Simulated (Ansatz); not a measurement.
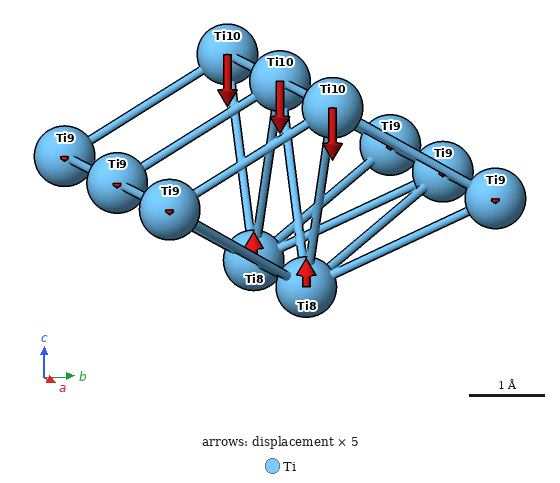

A relaxation of a slab of composition Ti (cut from the P6/mmm phase). The starting structure is drawn; red arrows show the displacements, magnified 5 times.

Style: ball-and-stick. Shown: the atoms within 4.2 Å of the atom that moves most (axes of the 3 × 2 repeat of the cell, outlined in the plane, without the vacuum), slightly off an axis.

Case: (1 0 0) slab, atoms relaxed. The slab is the (1 0 0) face of Ti.

Level of theory: DFT PBEsol, scalar-relativistic, plane waves, PAW (Ansatz). Set-up: plane-wave cutoff 420 eV; k-point mesh 12 × 8 × 1; occupations gaussian; smearing width 0.1 eV; no spin polarisation; dipole correction; atoms relaxed in a fixed cell; force threshold 0.02 eV/Å; at most 60 steps.

> What did the optimiser do to the structure, and how much energy did it gain?

The largest move relative to the layer's centre is that of Ti10, 0.15 Å along the normal (−c). The cell stays as it was. Some distances before and after: Ti8–Ti10 2.959 → 2.762 Å, Ti9–Ti10 2.607 → 2.545 Å, Ti8–Ti9 2.959 → 2.918 Å. Among the angles between lasting bonds that change: Ti9–Ti10–Ti9 120.0° → 125.0°, Ti8–Ti10–Ti8 56.5° → 60.9°, Ti8–Ti10–Ti9 63.9° → 66.6°. Over 4 accepted moves (5 points after the start) the energy falls by 0.121 eV per cell of the calculation. Largest force component: 0.91 eV/Å at the start, 0.019 eV/Å at the end. 1 step only repeated the SCF at the same geometry. Cost: 11 min on 1 thread of Arm Neoverse V2, on a shared host, peak memory 0.84 GiB.
